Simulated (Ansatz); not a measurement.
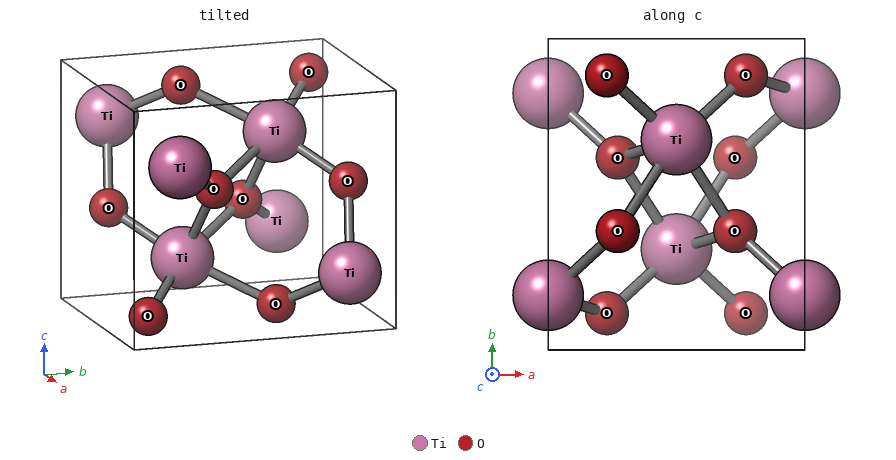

Ball-and-stick drawing of the structure, looking slightly off an axis and along the c axis. The wireframe shows the conventional unit cell.

TiO2, space group Pbcn (No. 60), a = 4.546 Å, b = 5.513 Å, c = 4.894 Å, α = 90.00°, β = 90.00°, γ = 90.00°. The model was built from a structure listed in the Materials Project. Earlier steps of the study, as a rule a relaxation of our own, may have changed the cell and positions, so they can lie some per cent off the listed ones. It was run through Ansatz as a DFT input.

This one geometry was computed with Ansatz (DFT, plane waves, PAW) at four levels of theory: HSE06, PBE0, r2SCAN and PBE. It was relaxed beforehand with r2SCAN.

Which level gives the highest pressure at this volume, and what does that say about its equilibrium volume?

Highest: PBE (5.3 GPa), which points to the largest equilibrium volume. Lowest, with the smallest volume: HSE06 (-2.9 GPa) and PBE0 (-3.0 GPa). Levels within 0.5 GPa of each other can't be told apart.

How does the band gap change with the level of theory?

PBE: a gap of 2.67 eV, indirect; r2SCAN: a gap of 3.05 eV, indirect; HSE06: a gap of 4.20 eV, indirect; PBE0: a gap of 4.95 eV, indirect.

Collect the results in a table.

| level | cutoff (eV) | k-mesh of the run's cell | gap (eV) | pressure (GPa) |
| --- | --- | --- | --- | --- |
| HSE06 | 420 | 4×4×4 | 4.20 | -2.9 |
| PBE0 | 420 | 4×4×4 | 4.95 | -3.0 |
| r2SCAN | 500 | 6×6×6 | 3.05 | 0.0 |
| PBE | 420 | 6×6×6 | 2.67 | 5.3 |

Gaps are taken on the k-mesh or band path of each run.
